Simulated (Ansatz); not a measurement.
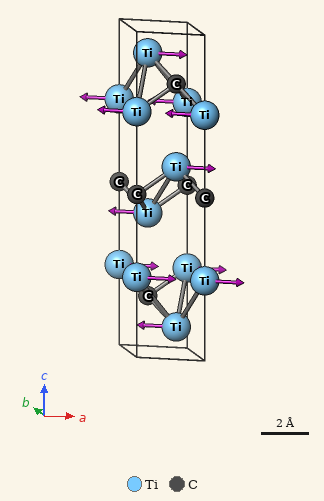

One vibrational mode of a crystal of Ti2C at the zone centre. The purple arrows are the displacements of the atoms (eigenvector over the root of the mass), of arbitrary overall length and sign. Style: ball-and-stick. Shown: the conventional cell (3 times the calculation's cell), slightly off an axis. Lengths and directions refer to the drawn axes.

Method: DFT PBEsol, scalar-relativistic, plane waves, PAW (Ansatz).

Input
```yaml
crystal:
  lattice:
    - [1.5266989114, 0.8814400274, 4.7828928204]
    - [-1.5266989114, 0.8814400274, 4.7828928204]
    - [0.0, -1.7628800549, 4.7828928204]
  atoms:
    - { symbol: Ti, position: [0.2457685062, 0.2457685062, 0.2457685062] }
    - { symbol: Ti, position: [0.7542314938, 0.7542314938, 0.7542314938] }
    - { symbol: C, position: [0.5, 0.5, 0.5] }
basis:
  ecutwfc: 420
kpoints:
  mp_grid: { grid: [18, 18, 18] }
hamiltonian:
  xc: pbesol
scf:
  occupations: { method: fermi_dirac, width: 0.15 }
output:
  eigenvalues: true
phonons:
  method: dfpt
  eigenvectors: true
```

Command:
```bash
ansatz run input.yaml --threads 1 --pin off --max-ram 3072MiB --backend cpu --events-out ev --progress --plain --runs-dir out
```

The frequencies depend somewhat on the k-mesh and the smearing.

**Describe the mode and give its frequency.**

This is the E_g mode (doubly degenerate; one member of the set is drawn) at 270 cm⁻¹, the lowest optical level, Raman-active by symmetry. The C atoms stay at rest; all motion is along a; atoms of one kind move against one another, with no net shift of their sublattice.

Limits of the set-up: layers or molecules are held without a dispersion correction, so their spacing is unreliable.
